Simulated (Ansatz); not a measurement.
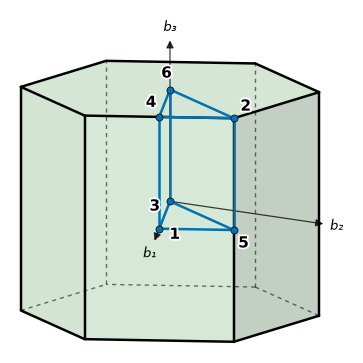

The first Brillouin zone of a primitive hexagonal lattice (hP; extended symbol hP2) is drawn with its special points numbered. Crystal: TaN, a calculation's input that goes back to an entry of the Crystallography Open Database (an earlier step may have relaxed or displaced it). All values are computed from the atomic coordinates in the standard setting (tolerance 0.002 Å).

a = 2.938 Å, b = 2.938 Å, c = 2.883 Å, α = 90.00°, β = 90.00°, γ = 120.00°.

Labels and path follow the convention of Hinuma et al. (2017), as computed by seekpath; the arrows show the directions of the reciprocal primitive vectors b₁, b₂, b₃, in which coordinates are given.

Which special point is each number?

```csv
no.,label,coordinates
1,M,"(1/2, 0, 0)"
2,H,"(1/3, 1/3, 1/2)"
3,Γ,"(0, 0, 0)"
4,L,"(1/2, 0, 1/2)"
5,K,"(1/3, 1/3, 0)"
6,A,"(0, 0, 1/2)"
```
